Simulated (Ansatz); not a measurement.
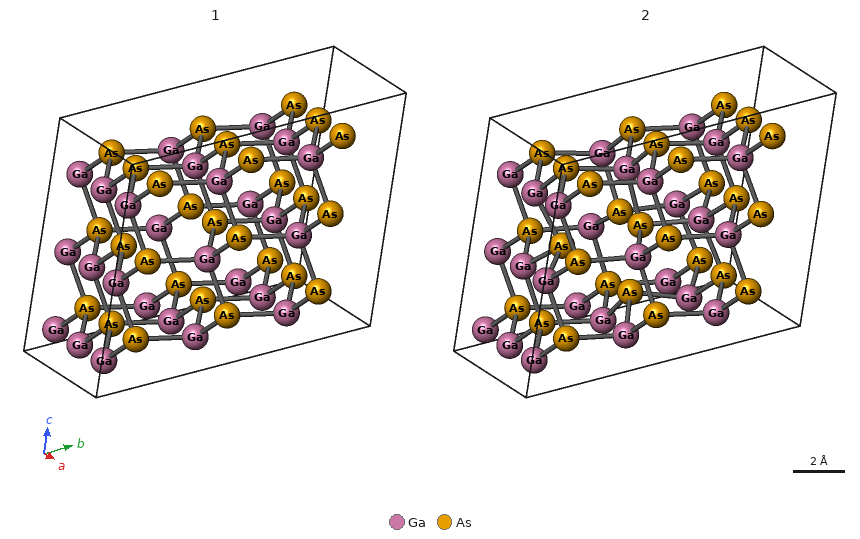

Two geometries of a defect cell of composition Ga$_{26}$As$_{27}$ (cell charge −3), drawn at one scale. One is the start of a relaxation, the other its converged end. The picture is a ball-and-stick view of the cell of the calculation (origin shifted), seen slightly off an axis.

Level of theory: DFT, PBE, plane-wave PAW, default files, scalar-relativistic, frozen cores in Ansatz. Settings: plane-wave cutoff 420 eV; k-point mesh 3 × 3 × 3; occupations fermi dirac; smearing width 0.01 eV; no spin polarisation; potentials kind: paw, frozen_core: stored; atoms relaxed in a fixed cell; force threshold 0.02 eV/Å; at most 50 steps.

Question: Which of the two is the end point?

Answer: Structure 2 is the relaxed one. The largest moves, 0.34 Å, are those of As atoms. By element the largest moves are As 0.34 Å, Ga 0.14 Å. The cell doesn't change. Among the contacts that change: As–Ga 2.448 → 2.487 Å, As–Ga 2.448 → 2.465 Å, As–Ga 2.448 → 2.442 Å. Bond angles that change, for instance: As–Ga–As 109.5° → 121.0°, Ga–As–Ga 109.5° → 100.6°, Ga–As–Ga 109.5° → 116.9°. Over 3 geometry steps the energy falls by 1.601 eV per cell of the calculation. The largest force component goes from 0.83 to 0.0062 eV/Å. The run took 5.6 min on 4 threads of Intel(R) Xeon(R) Platinum 8375C CPU @ 2.90GHz (Ice Lake), on a shared host, peak memory 5.5 GiB.

Limits of the set-up: the cell is charged, on a uniform background, and energies carry no finite-size correction.
